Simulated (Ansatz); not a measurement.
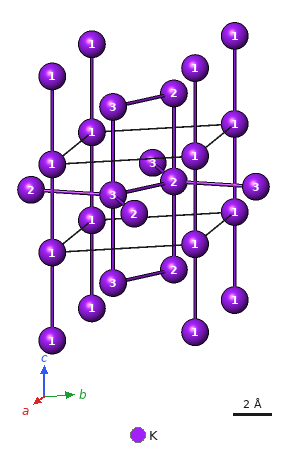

Starting structure of solid K (built on the omega_191 type). Style: ball-and-stick. Shown: the cell of the calculation, slightly off an axis.

Case: omega type (P6/mmm, No. 191).

Method: DFT PBEsol, scalar-relativistic, plane waves, PAW in Ansatz 0.2.0.

Input file:
```yaml
crystal:
  lattice:
    - [7.9499407458, 0.0, 0.0]
    - [-3.9749703729, 6.8848506444, 0.0]
    - [0.0, 0.0, 4.8736593267]
  atoms:
    - { symbol: K, position: [0.0, 0.0, 0.0] }
    - { symbol: K, position: [0.3333333333, 0.6666666667, 0.5] }
    - { symbol: K, position: [0.6666666667, 0.3333333333, 0.5] }
basis:
  ecutwfc: 420
kpoints:
  mp_grid: { grid: [9, 9, 10] }
hamiltonian:
  xc: pbesol
scf:
  occupations: { method: gaussian, width: 0.1 }
output:
  forces: true
  stress: true
  eigenvalues: true
relax:
  adjacent_minimum: "off"
  f_tol: 0.01
  max_steps: 80
  cell: { stress_tol: 0.05 }
```

Where does the relaxation end?

Answer. After 4 accepted moves (5 points after the start) the energy has fallen by 34.4 meV per atom. All forces vanish by symmetry, so only the cell relaxes. The pressure goes from −0.53 to −0.01 GPa. The SCF was repeated once at an unchanged geometry on a basis and grid sized afresh for the cell, which shifted the energy by less than 0.05 meV per atom at most. The atoms keep their places relative to the cell (all moves are under 0.005 Å). Cell: a = b 7.950 → 7.434 Å (−6.5 %), c 4.874 → 4.484 Å (−8.0 %). Volume −19.5 %. Some distances before and after: K1–K1 4.874 → 4.484 Å, K2–K3 4.590 → 4.292 Å. The space group stays P6/mmm (No. 191).

The structure at the end:

```xyz
3
Lattice="7.4344 0.0000 0.0000 -3.7172 6.4384 0.0000 0.0000 0.0000 4.4839" Properties=species:S:1:pos:R:3 pbc="T T T"
K     0.0000    0.0000    4.4839
K     0.0000    4.2923    2.2420
K     3.7172    2.1461    2.2420
```

The end point in the same view:

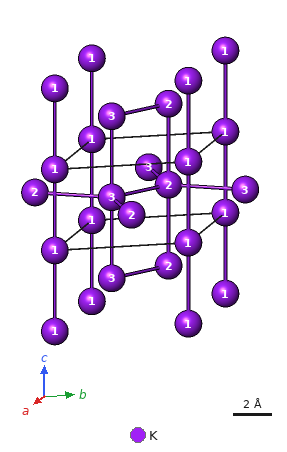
